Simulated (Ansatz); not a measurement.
# Localised basis functions on twisted h-AlN/h-SiC alternating trilayer, 38.21° (42 atoms)

Aim: test how closely localised support functions follow the reference on twisted h-AlN/h-SiC alternating trilayer, 38.21° (42 atoms), and at what cost. A setting counts as converged where the r.m.s. difference of forces stays under 1 % of the r.m.s. force.

Calculated with Ansatz 0.2.0; Kohn-Sham DFT, PBE+D3(BJ), PAW (set soft_2), plane waves.

### Step 1. Set-up

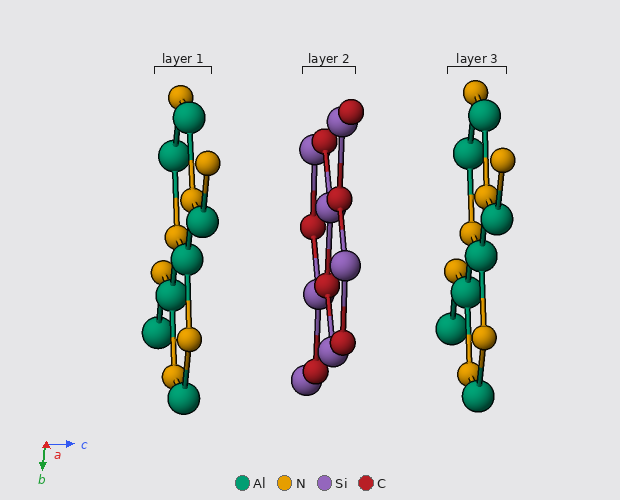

Start, viewed from the side, with the c axis across the page; aluminium teal, nitrogen orange, silicon purple, carbon red.

The cell holds 42 atoms: 14 Al, 14 N, 7 Si and 7 C. Cell: a = 8.242 Å, b = 8.242 Å, c = 20.350 Å, α = 90.0°, β = 90.0°, γ = 120.0°. It derives from AlN and SiC. h-AlN (a = 3.13 Å) under h-SiC (a = 3.1 Å), alternating trilayer, commensurate cell of 7 unit cells a layer, twist 38.21 deg, both strained to the mean lattice constant; facing planes 3.16, 3.19 Å apart; 14 Å of vacuum; layers as built, displaced by a Gaussian of 0.01 Å. Regions: layer 1, 14 atoms (7 Al and 7 N); layer 2, 14 atoms (7 Si and 7 C); layer 3, 14 atoms (7 Al and 7 N). Vacuum lies along c.

Structure file:

```xyz
42
Lattice="8.2415 0.0000 0.0000 -4.1208 7.1373 0.0000 0.0000 0.0000 20.3500" Properties=species:S:1:pos:R:3
Al    0.5781    1.7132    6.9947
N     1.7652    0.3671    6.9976
Al   -0.0021    4.7538    6.9998
N     1.1686    3.4138    6.9882
Al    3.5344    0.6608    6.9833
N     0.6074    6.4576    6.9896
Al    2.9506    3.7504    7.0024
N     4.1218    2.3899    7.0000
Al    2.3591    6.7843    6.9978
N     3.5339    5.4257    6.9882
Al    5.8678    2.7122    7.0130
N     7.0567    1.3650    6.9963
Al   -2.9461    5.7859    7.0305
N    -1.7585    4.4057    7.0126
Si    4.7257    0.6818   10.1544
C     4.1261    2.3912   10.1575
Si    2.3668    2.7096   10.1616
C     1.7477    4.4332   10.1538
Si   -2.3497    6.7880   10.1640
C     1.1804    1.3796   10.1620
Si   -0.0042    4.7551   10.1683
C    -0.5707    6.4611   10.1630
Si   -0.5852    1.6941   10.1483
C    -1.1690    3.4016   10.1699
Si    2.9223    5.7625   10.1538
C     6.4592    0.3349   10.1512
Si    5.2920    3.7308   10.1540
C     4.6889    5.4318   10.1669
Al    0.5899    1.7131   13.3468
N     1.7734    0.3150   13.3510
Al    0.0112    4.7413   13.3628
N     1.1608    3.3894   13.3451
Al    3.5264    0.6696   13.3514
N     0.5866    6.4588   13.3573
Al    2.9638    3.7299   13.3413
N     4.1076    2.3712   13.3341
Al    2.3559    6.7897   13.3437
N     3.5270    5.4405   13.3421
Al    5.8832    2.7097   13.3571
N     7.0792    1.3539   13.3524
Al   -2.9440    5.7581   13.3612
N    -1.7573    4.4242   13.3319
```

What the set-up can't give: Beside vacuum, support functions can miss their usual error bounds without a warning.

### Step 2. Plane-wave single point

The first run uses the default basis; a harder plane-wave run follows as the reference for the support functions.

File input.yaml:

```yaml
crystal:
  lattice:
    - [8.2415, 0.0, 0.0]
    - [-4.12075, 7.13735, 0.0]
    - [0.0, 0.0, 20.35]
  atoms:
    - { symbol: Al, position: [0.19017, 0.24004, 0.34372] }
    - { symbol: "N", position: [0.2399, 0.05143, 0.34386] }
    - { symbol: Al, position: [0.33277, 0.66604, 0.34397] }
    - { symbol: "N", position: [0.38095, 0.4783, 0.3434] }
    [... 32 atom lines left out ...]
    - { symbol: Al, position: [0.7615, 0.95129, 0.65571] }
    - { symbol: "N", position: [0.80909, 0.76226, 0.65563] }
    - { symbol: Al, position: [0.90368, 0.37965, 0.65637] }
    - { symbol: "N", position: [0.95382, 0.18969, 0.65614] }
    - { symbol: Al, position: [0.04616, 0.80675, 0.65657] }
    - { symbol: "N", position: [0.0967, 0.61986, 0.65513] }
kpoints:
  mp_grid: { grid: [3, 3, 1] }
hamiltonian:
  xc: pbe
  dispersion: d3bj
scf:
  occupations: { method: fermi_dirac, width: 0.025 }
output:
  forces: true
  populations: true
  dos:
    method: { smearing: { sigma: 0.08 } }
    de: 0.1
    projected:
      site_lists:
        Al: [Al]
        C: [C]
        "N": ["N"]
        Si: [Si]
        layer_1: [0, 1, 2, 3, 4, 5, 6, 7, 8, 9, 10, 11, 12, 13]
        layer_2: [14, 15, 16, 17, 18, 19, 20, 21, 22, 23, 24, 25, 26, 27]
        layer_3: [28, 29, 30, 31, 32, 33, 34, 35, 36, 37, 38, 39, 40, 41]
  eigenvalues: true
  write_density: true
  write_potential: true
  volumetric_format: npy
  elf: true
```

On the command line:

```
ansatz run input.yaml --threads 4 --pin off --max-ram 8192MiB --backend cpu --events-out ev --progress --plain --runs-dir out
```

Numbers of over 12 decimals in the logs are rounded to 6 here.

The program printed:

```text
Engine: ansatz 0.2.0, aarch64-unknown-linux-gnu
Pseudopotentials: kind: paw
Pseudopotential: Al, paw, valence charge 3, recommended cutoff 420 eV (normal), Al.paw.azcp
Pseudopotential: N, paw, valence charge 5, recommended cutoff 420 eV (normal), N.paw.azcp
Pseudopotential: Si, paw, valence charge 4, recommended cutoff 420 eV (normal), Si.paw.azcp
Pseudopotential: C, paw, valence charge 4, recommended cutoff 420 eV (normal), C.paw.azcp
[... 5 lines on functional and potentials left out ...]
Crystal: 42 atoms, lattice volume = 1197.037 Å³
Basis set: ecut = 420 eV, 23439 PW (Γ), exchange–correlation on 120×120×288 points (8 copies of the dense FFT grid, shifted against one another)
Bands: 126, of which v1, the nominal top of the filled ones, is band 84 counted from 1 (83 counted from 0)
Symmetry: 1 space group operations
Space group: P1 (ITA 1), of the structure as read, at distance tolerance 1.1e-4 Å
k-points: 5 of 9 (time reversal used)
[... 9 lines on functional and potentials left out ...]
Initial density: superposition of atomic densities (neutral atoms: chi_scale 0, normalization atom), corrected by the library's trained network
Initial wavefunctions: pseudopotential atomic-orbital guess
Functional: x = pbe(κ = 0.804, μ = 0.219515), c = pbe(β = 0.066725)
SCF iter   1: F=—  HF=-19134.931671 eV  |F-HF|=—  |Δ(HF+E_count)|=         —  Δρ=2.15e-3  dr2=1.49e-1  ethr=1.77e-3  ⟨swp⟩=8.6  Hψ=3701  notcnv=0  defer=107
preconditioner: auto → Resta (q_TF=auto, 1.967 Å⁻¹)  ε∞=2.7  [insulator: Δε(μ)=1.622 eV  Ē_g=10.637 eV  σ=0.025 eV  W_gap=1.00  n_scr=162 (ndim 8)  ℏωp=13.9 eV  f_vac=0.487  D(μ)=0.00/eV (n_scr^D=0)  ε∞_Penn≈2.7  vacuum switching on, ρ_ref=8.2e-3 e/Å³]
SCF iter   2: F=—  HF=-19134.919981 eV  |F-HF|=—  |Δ(HF+E_count)|=   1.17e-2  Δρ=1.18e-3  dr2=1.95e-2  ethr=8.89e-5  ⟨swp⟩=2.4  Hψ=950  notcnv=0  defer=186
SCF iter   3: F=—  HF=-19134.924565 eV  |F-HF|=—  |Δ(HF+E_count)|=   4.58e-3  Δρ=5.63e-4  dr2=4.50e-3  ethr=1.16e-5  ⟨swp⟩=2.6  Hψ=803  notcnv=0  defer=186
SCF iter   4: F=—  HF=-19134.925045 eV  |F-HF|=—  |Δ(HF+E_count)|=   4.80e-4  Δρ=2.02e-4  dr2=5.51e-4  ethr=2.68e-6  ⟨swp⟩=2.0  Hψ=791  notcnv=0  defer=186
SCF iter   5: F=—  HF=-19134.925136 eV  |F-HF|=—  |Δ(HF+E_count)|=   9.09e-5  Δρ=5.69e-5  dr2=3.34e-5  ethr=3.28e-7  ⟨swp⟩=2.0  Hψ=846  notcnv=0  defer=186
SCF iter   6: F=—  HF=-19134.925731 eV  |F-HF|=—  |Δ(HF+E_count)|=   5.95e-4  Δρ=3.38e-5  dr2=1.48e-5  ethr=1.99e-8  ⟨swp⟩=2.0  Hψ=897  notcnv=0  defer=186
SCF iter   7: F=—  HF=-19134.925732 eV  |F-HF|=—  |Δ(HF+E_count)|=   1.31e-6  Δρ=5.68e-6  dr2=4.15e-7  ethr=8.80e-9  ⟨swp⟩=2.0  Hψ=850  notcnv=0  defer=186
SCF iter   8: F=-19134.925732 eV  HF=-19134.925732 eV  |F-HF|=2.50e-8  |Δ(HF+E_count)|=   2.90e-7  Δρ=2.10e-6  dr2=5.09e-8  ethr=5.95e-11  ⟨swp⟩=27.8  Hψ=6931  notcnv=0
SCF 1 converged in 8 iterations: F = -19134.925732 eV  dr2 = 5.09e-8
  greatest PAW one-centre occupation: 0.793 electrons in one spin orbital (limit 2), on the N atom at site 9 (counted from 0), in its partial waves of l = 0
WARN: The output density's exchange-correlation potential varies sharply where the density is thin. Do not read a vacuum level from v_tot or v_xc, or from such a field of the output density. On a cell that repeats whose density bears no net charge and no dipole along the vacuum's axis use v_es (v_loc + v_h of the components); [...]
SCF converged after 8 iterations
Free energy (F): -19134.925732 eV
Harris-Foulkes:  -19134.925732 eV  (|F-HF|=2.50e-8)
Internal energy: -19134.925732 eV  (E = F + TS)
E sigma→0 (E₀):  -19134.925732 eV
Fermi energy:    0.861616 eV
--- Per-component energies (eV) ---
  E_band       = -928.539511
  E_kinetic    = 3112.358510
  E_local      = -49896.486074  (includes V_loc(G=0)·N_el)
  E_nonlocal   = 1153.430021
  E_hartree    = 23661.381978
  E_xc         = -2130.834299
  E_vxc        = -2230.262424  (∫ρ·V_xc dr)
  E_paw        = -12617.402619  (= ΣΔE_a)
  E_vpaw       = -390.352997  (= ΣTr[D̂ρ^β])
  E_aug_tail   = 0.001426  (compensation charges beyond the density's cutoff)
  E_ewald      = 17590.229475
  E_disp       = -7.604150  (pairwise vdW)
  E_smearing   = -0.000000  (= −TS)
  E_closure    = 0.000000  (closes the sum)
  Σ components = -19134.925732   (vs F -19134.925732, Δ=0.00e0)
--- Forces (eV/Å), atoms counted from 1 ---
  atom   1  Al     0.10251577     0.19521061     0.22081507
  atom   2  N     -0.06176666    -0.74829129    -0.10432377
  atom   3  Al     0.00231797     0.34001440    -0.05669469
  atom   4  N      0.44686576    -0.39666217    -0.22293989
  atom   5  Al     0.17895946     0.58086680     0.03534195
  atom   6  N     -0.34576052    -0.17626806    -0.25711731
  atom   7  Al    -0.49648620    -0.50906203    -0.08849760
  atom   8  N     -0.47644052    -0.56619068    -0.41352773
  atom   9  Al     0.17072359     0.39209202     0.20485467
  atom  10  N      0.01477993     0.54790926    -0.06158130
  atom  11  Al     0.47885571     0.19435085    -0.10129324
  atom  12  N      0.13599465    -0.19215482    -0.07604988
  atom  13  Al     0.35284111    -0.15687708     0.13034999
  atom  14  N     -0.52129900     0.48323909    -0.19018822
[...]
atom  41  Al    -0.04556255     0.23973734    -0.32030156
  atom  42  N     -0.21724510    -0.51578586     0.34613189
  max |Σ_I F_I| component: 8.94e-6 eV/Å
--- Band table (eV; the first three rows and the last of 5) ---
  k-point 0: bands = ["-14.4432", "-14.3158", "-13.8161", "-13.2411", [... 110 levels ...], "5.8013", "5.9053", "5.9614", "6.0292", "6.2441", "6.3827", "6.4161", "6.5449", "6.5762", "6.9590", "7.0746", "7.1159"]
[...]
--- Löwdin populations: 42 sites ---
  site symbol       q [e]
     0     Al      1.8540
     1      N      6.0789
     2     Al      1.8632
[...]
41      N      6.0800
  spilling = 0.010267 (of n_electrons = 168.000000)
```

It took 93 s on 4 threads of Arm Neoverse N1, shared host; peak memory 3.1 GiB.

The column dr2 measures how far the density is from self-consistency, as an energy; F and HF (Harris–Foulkes) agree once it is small.

The program notes that the exchange-correlation potential is rough where the density is thin.

The run gave:

| Quantity | Value |
| --- | --- |
| free energy | -19134.9257 eV |
| free energy per atom | -455.5935 eV/atom |
| SCF cycles | 8 |
| r.m.s. force component | 0.356 eV/Å |
| longest force | 1.084 eV/Å |
| Fermi energy | 0.8616 eV |
| gap (highest filled to lowest empty level) | 1.556 eV |
| potential in mid-vacuum, over the Fermi level | 3.96 eV |
| potential 4.5 Å over the upper face | 3.943 eV |
| potential 4.5 Å under the lower face | 3.979 eV |
| spilling of the projection | 0.01027 |

The r.m.s. force component of 0.36 eV/Å sets the scale for the differences below.

### Step 3. Plane waves at 750 eV (750 eV)

The grid of the support functions holds more waves than the default cutoff, so they are judged against a harder plane-wave run.

input.yaml, the sections that differ from step 2:

```yaml
output:
  forces: true
  eigenvalues: true
basis:
  ecutwfc: "750 eV"
# crystal, kpoints, hamiltonian, scf: as in step 2
```

The program printed:

```text
[...]
Crystal: 42 atoms, lattice volume = 1197.037 Å³
Basis set: ecut = 750 eV, 55939 PW (Γ), exchange–correlation on 150×150×384 points (8 copies of the dense FFT grid, shifted against one another)
Bands: 126, of which v1, the nominal top of the filled ones, is band 84 counted from 1 (83 counted from 0)
Symmetry: 1 space group operations
[...]
k-points: 5 of 9 (time reversal used)
[...]
SCF iter   1: F=—  HF=-19135.034731 eV  |F-HF|=—  |Δ(HF+E_count)|=         —  Δρ=2.18e-3  dr2=1.50e-1  ethr=1.77e-3  ⟨swp⟩=9.0  Hψ=3745  notcnv=0  defer=107
[...]
SCF iter   3: F=—  HF=-19135.024527 eV  |F-HF|=—  |Δ(HF+E_count)|=   4.36e-3  Δρ=5.55e-4  dr2=4.29e-3  ethr=1.17e-5  ⟨swp⟩=2.6  Hψ=815  notcnv=0  defer=41
automatic band count: iteration 3 solves 97 bands in place of 126: the levels show a gap, and the empty bands left out lie too high to hold charge; the band table lists the bands solved (type scf.n_extra_bands for more)
SCF iter   4: F=—  HF=-19135.025029 eV  |F-HF|=—  |Δ(HF+E_count)|=   5.02e-4  Δρ=2.02e-4  dr2=5.51e-4  ethr=2.55e-6  ⟨swp⟩=2.0  Hψ=766  notcnv=0  defer=41
[...]
SCF iter   8: F=-19135.025662 eV  HF=-19135.025662 eV  |F-HF|=2.17e-8  |Δ(HF+E_count)|=   1.97e-7  Δρ=2.16e-6  dr2=5.49e-8  ethr=5.95e-11  ⟨swp⟩=17.8  Hψ=2757  notcnv=0
SCF 1 converged in 8 iterations: F = -19135.025662 eV  dr2 = 5.49e-8
[...]
SCF converged after 8 iterations
Free energy (F): -19135.025662 eV
[...]
Internal energy: -19135.025662 eV  (E = F + TS)
E sigma→0 (E₀):  -19135.025662 eV
Fermi energy:    0.861642 eV
[...]
Σ components = -19135.025662   (vs F -19135.025662, Δ=0.00e0)
--- Forces (eV/Å), atoms counted from 1 ---
  atom   1  Al     0.10250385     0.19519932     0.22079646
  atom   2  N     -0.06169021    -0.74863533    -0.10439837
  atom   3  Al     0.00232954     0.34013615    -0.05681924
  atom   4  N      0.44699945    -0.39693004    -0.22320565
[...]
atom  42  N     -0.21744109    -0.51597102     0.34639421
  max |Σ_I F_I| component: 1.29e-5 eV/Å
--- Band table (eV; the first three rows and the last of 5) ---
[...]
```

Run time: 2.2 min. Hardware: 4 threads; peak memory 5.3 GiB.

Forces differ from the reference by 0.16 meV/Å r.m.s., 0.046 % of their size, well within a tolerance of 1 %; the energy by -2.4 meV/atom. It took 2.2 min and 8 cycles; the reference's time can't be set against it, since the two runs asked for unlike analyses.

### Step 4. Support functions medium

The cell is solved in localised support functions. The level medium gives here a grid of 48×48×96 points and a radius of 3.87 Å. Besides, the program derives a nominal cutoff of 420 eV for this run, against the reference's 750.

This step: Kohn-Sham DFT, PBE+D3(BJ), PAW (set soft_2), localised support functions (medium) (Ansatz 0.2.0).

input.yaml, the sections that differ from step 3:

```yaml
scf:
  occupations: { method: fermi_dirac, width: 0.025 }
  eigensolver: { kind: { support_functions: { accuracy: medium } } }
  mixing: { beta: 0.4 }
  max_iter: 150
# crystal, kpoints, hamiltonian, output: as in step 3
# basis: removed
```

The program printed:

```text
Warning: scf.eigensolver.kind.support_functions: disabling space-group detection — the functions' gradient is summed over unrotated k-points, so no spatial operation reduces the k-mesh or symmetrises the density; time reversal is kept, so that k and −k are solved as one point where they differ and the mesh holds both, and exact exchange and, on two spinor components, a DFT+U term hold to it where the run has them: [...]
settings of this run that can trade accuracy for cost: scf.eigensolver.kind.support_functions [...]
[...]
Crystal: 42 atoms, lattice volume = 1197.037 Å³
Basis set: ecut = 420 eV, 23439 PW (Γ), exchange–correlation on 120×120×288 points (8 copies of the dense FFT grid, shifted against one another)
Bands: 101, of which v1, the nominal top of the filled ones, is band 84 counted from 1 (83 counted from 0)
Symmetry: 1 space group operations
k-points: 5 of 9 (time reversal used)
[...]
Eigensolver: Support functions (medium, 48×48×96 points, laid for a spacing of at most 0.212739 Å, radius 3.873205 Å, 32 sites without an atom, 3 species' potentials softened for the grid, 4 wholly corrected for its errors in the mean over positions, 4 with the egg-box correction, energy correction by stochastic trace)
[...]
SCF iter   1: F=—  HF=-19175.544636 eV  |F-HF|=—  |Δ(HF+E_count)|=         —  Δρ=1.14e-1  dr2=2.07e2  ethr=1.00e-1
[...]
SCF iter  15: F=—  HF=-19135.030116 eV  |F-HF|=—  |Δ(HF+E_count)|=   1.23e-8  Δρ=5.90e-6  dr2=8.81e-7  ethr=6.17e-10  κ⁻¹=1.0e0(r=1)
SCF iter  16: F=-19135.030116 eV  HF=-19135.030116 eV  |F-HF|=8.48e-8  |Δ(HF+E_count)|=   3.98e-8  Δρ=2.47e-6  dr2=2.29e-7  ethr=5.24e-10
SCF 1 converged in 16 iterations: F = -19135.034312 eV  dr2 = 2.29e-7
[...]
SCF converged after 16 iterations
Stability not checked: this state was not tested for a lower state beside it, because the mixer in use, unlike msr1, does not test its closes by its own steps (another_mixer; see scf.mixing.algorithm and scf.lower_state_search)
Free energy (F): -19135.034312 eV
[...]
Internal energy: -19135.034312 eV  (E = F + TS)
E sigma→0 (E₀):  -19135.034312 eV
Fermi energy:    0.861898 eV
[...]
Σ components = -19135.034312   (vs F -19135.034312, Δ=0.00e0)
--- Forces (eV/Å), atoms counted from 1 ---
  atom   1  Al     0.10249368     0.19532614     0.22112847
  atom   2  N     -0.06168813    -0.74872203    -0.10479351
  atom   3  Al     0.00246524     0.34008330    -0.05666938
  atom   4  N      0.44696011    -0.39682113    -0.22356138
[...]
atom  42  N     -0.21754043    -0.51592618     0.34682398
  max |Σ_I F_I| component: 1.13e-3 eV/Å
--- Band table (eV; the first three rows and the last of 5) ---
[...]
```

Wall time 5.2 min (4 threads); peak memory 2.7 GiB.

The program notes that the band table was not solved further than the SCF left it and it switched symmetry off.

Keys that differ from the reference: basis.ecutwfc removed, support_functions.accuracy = "medium", scf.max_iter = 150 and scf.mixing.beta = 0.4.

Forces differ from the reference by 0.19 meV/Å r.m.s., 0.054 % of their size, well within a tolerance of 1 %; the energy by -0.21 meV/atom. It took 2.4 times the reference's time (shared host, so rough). The two runs also began from different starting densities, which bears on cycles and time.

### Step 5. Support functions low

The level low is asked for. Here it resolves to the same grid and radius as in the run with support functions medium, so the basis is not new. Besides, the program derives a nominal cutoff of 420 eV for this run, against the reference's 750.

This step: Kohn-Sham DFT, PBE+D3(BJ), PAW (set soft_2), localised support functions (low) (Ansatz 0.2.0).

input.yaml, the sections that differ from step 4:

```yaml
scf:
  occupations: { method: fermi_dirac, width: 0.025 }
  eigensolver: { kind: { support_functions: { accuracy: low } } }
  mixing: { beta: 0.4 }
  max_iter: 150
# crystal, kpoints, hamiltonian, output: as in step 4
```

The program printed:

```text
[...]
Crystal: 42 atoms, lattice volume = 1197.037 Å³
Basis set: ecut = 420 eV, 23439 PW (Γ), exchange–correlation on 120×120×288 points (8 copies of the dense FFT grid, shifted against one another)
Bands: 101, of which v1, the nominal top of the filled ones, is band 84 counted from 1 (83 counted from 0)
Symmetry: 1 space group operations
k-points: 5 of 9 (time reversal used)
[...]
Eigensolver: Support functions (low, 48×48×96 points, laid for a spacing of at most 0.212739 Å, radius 3.873205 Å, 32 sites without an atom, 3 species' potentials softened for the grid, 4 wholly corrected for its errors in the mean over positions, 4 with the egg-box correction, energy correction by stochastic trace)
[...]
SCF iter   1: F=—  HF=-19175.545767 eV  |F-HF|=—  |Δ(HF+E_count)|=         —  Δρ=1.14e-1  dr2=2.07e2  ethr=1.00e-1
[...]
SCF iter  12: F=—  HF=-19135.029181 eV  |F-HF|=—  |Δ(HF+E_count)|=   5.01e-4  Δρ=2.60e-5  dr2=1.15e-5  ethr=2.44e-8  κ⁻¹=4.2e-6(r=7)
SCF iter  13: F=-19135.029570 eV  HF=-19135.029569 eV  |F-HF|=4.39e-7  |Δ(HF+E_count)|=   3.88e-4  Δρ=9.98e-6  dr2=1.04e-6  ethr=6.86e-9
SCF 1 converged in 13 iterations: F = -19135.034310 eV  dr2 = 1.04e-6
[...]
SCF converged after 13 iterations
[...]
Free energy (F): -19135.034310 eV
[...]
Internal energy: -19135.034310 eV  (E = F + TS)
E sigma→0 (E₀):  -19135.034310 eV
Fermi energy:    0.861560 eV
[...]
Σ components = -19135.034310   (vs F -19135.034310, Δ=0.00e0)
--- Forces (eV/Å), atoms counted from 1 ---
  atom   1  Al     0.10251066     0.19528895     0.22125479
  atom   2  N     -0.06164384    -0.74860449    -0.10469038
  atom   3  Al     0.00250310     0.34003406    -0.05643856
  atom   4  N      0.44673701    -0.39667221    -0.22347975
[...]
atom  42  N     -0.21746863    -0.51569404     0.34662118
  max |Σ_I F_I| component: 1.48e-3 eV/Å
--- Band table (eV; the first three rows and the last of 5) ---
[...]
```

The job ended after 4.4 min (4 threads; peak memory 2.6 GiB).

Keys that differ from the reference: basis.ecutwfc removed, support_functions.accuracy = "low", scf.max_iter = 150 and scf.mixing.beta = 0.4.

Forces differ from the reference by 0.23 meV/Å r.m.s., 0.066 % of their size, well within a tolerance of 1 %; the energy by -0.21 meV/atom. It took 2.0 times the reference's time (shared host, so rough). The two runs also began from different starting densities, which bears on cycles and time.

[end of part 1 of 4]

[Logs are printed without paths, hosts, clocks, repeated set-up lines and the standing remarks that a program may print on its own settings, such as how far it seeks lower states.]

[Hosts, paths, dates, database ids (printed as entryN), source tags and the programs' standing remarks are cut or masked in the printed files.]
